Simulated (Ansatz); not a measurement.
Hf$_{8}$Si$_{7}$O$_{32}$ (cell charge −2, with a compensating background) (cell with a defect)

```
Hf Si O
1.0
     0.00000    6.64549   -6.01445
    -6.64549    0.00000    6.01445
     6.64549    0.00000    6.01445
Hf Si O
8 7 32
Direct
  0.50000 0.37500 0.37500
  0.00000 0.11600 0.61600
  0.50000 0.87500 0.87500
  0.00000 0.63400 0.13400
  0.49587 0.24950 0.74950
  0.00000 0.99637 0.00050
  0.50413 0.75363 0.25363
  0.00000 0.50050 0.49637
  0.50000 0.62500 0.62500
  0.00000 0.37500 0.87500
  0.50000 0.12500 0.12500
  0.49646 0.00030 0.50030
  0.00000 0.74970 0.74617
  0.50354 0.50383 0.00383
  0.00000 0.24617 0.24970
  0.31903 0.81836 0.31836
  0.81443 0.56768 0.56422
  0.31535 0.32286 0.82286
  0.81443 0.06422 0.06768
  0.00000 0.67241 0.36828
  0.50395 0.44526 0.62800
  0.00000 0.19268 0.87870
  0.49605 0.94131 0.12405
  0.18557 0.24979 0.25326
  0.68465 0.00752 0.50752
  0.18557 0.75326 0.74979
  0.68097 0.49934 0.99934
  0.00000 0.86828 0.17241
  0.49605 0.62405 0.44131
  0.00000 0.37870 0.69268
  0.50395 0.12800 0.94526
  0.19586 0.07759 0.57759
  0.68274 0.80869 0.80474
  0.18602 0.55732 0.05732
  0.68274 0.30474 0.30869
  0.00000 0.25066 0.43164
  0.49654 0.99674 0.68232
  0.00000 0.74248 0.92714
  0.50346 0.50021 0.18578
  0.80414 0.88172 0.38172
  0.31726 0.62200 0.62595
  0.81398 0.37130 0.87130
  0.31726 0.12595 0.12200
  0.49654 0.18232 0.49674
  0.00000 0.93164 0.75066
  0.50346 0.68578 0.00021
  0.00000 0.42714 0.24248
```

Spin-polarised.

All numbers below come from Ansatz, DFT PBE, scalar-relativistic, plane waves, PAW.

In a PAW calculation such maps are meaningful between the atoms, not at the nuclei.

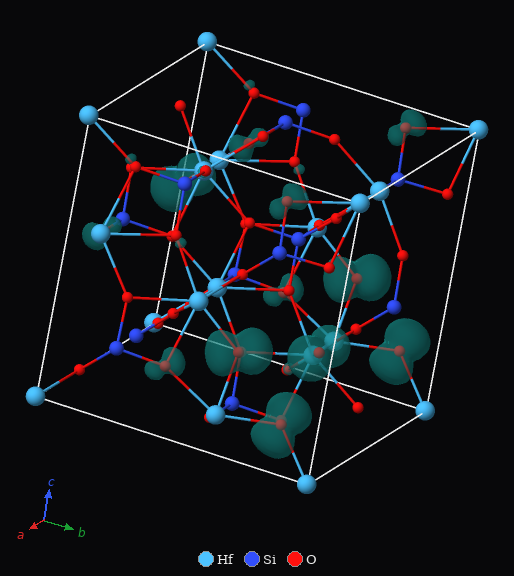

Figure 1. Isosurfaces of the spin density at +0.03 (teal) and −0.03 e/Å³ (pink), seen slightly off an axis. Sticks mark near contacts.

Describe the spin distribution.

Answer. The spin density sits on O: +0.4 μB (×4) in one cell of 47 atoms: parallel moments (a ferromagnetic arrangement) in this solution. The cell of the calculation (47 atoms) carries 2.0 μB of net spin moment. Only one sign reaches the isovalue.

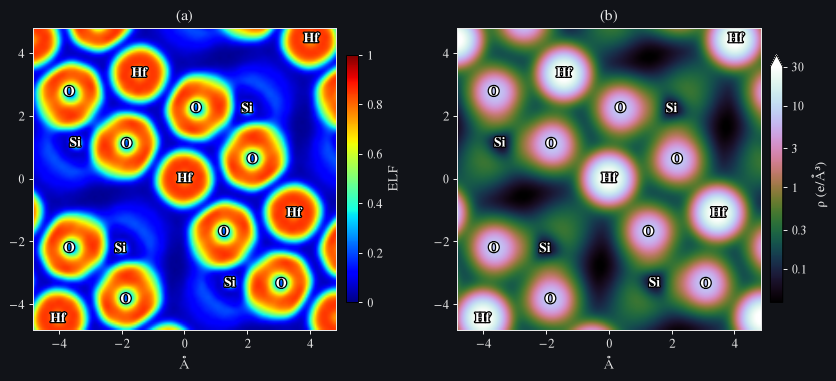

Figure 2. (a) ELF; (b) valence electron density on the (100) plane of the calculation cell.

What do the fields say about this system?

Answer. The section cuts through Hf, Si and O sites. Si–O (1.63 Å): ρ at the midpoint is about 1.2 e/Å³; the ELF peaks at about 0.85 between the atoms. Hf–O (2.13 Å): ρ is about 0.66 e/Å³ halfway; the ELF peaks at about 0.85 in the valence shell of O, 0.6 Å from its nucleus, and drops to about 0.15 between the two atoms (no localised pair shows between them). Hf–O (2.27 Å): the density is about 0.46 e/Å³ at the midpoint; the ELF peaks at about 0.85 in the valence shell of O, 0.7 Å from its nucleus, and drops to about 0.15 between the two atoms; no shared electron pair shows on this line. Hf–O (2.29 Å): ρ is about 0.44 e/Å³ halfway; the ELF peaks at about 0.85 in the valence shell of O, 0.7 Å from its nucleus, and drops to about 0.15 between the two atoms; no localised pair shows between them. Between the atoms the lowest density in this plane is 0.04 e/Å³. The features right at Hf lie inside the PAW spheres, where the map follows smoothed inner orbitals and isn't to be read closely.

Metal or insulator at this level of theory?

Answer. It is metallic or semimetallic at this level of theory: no gap opens.
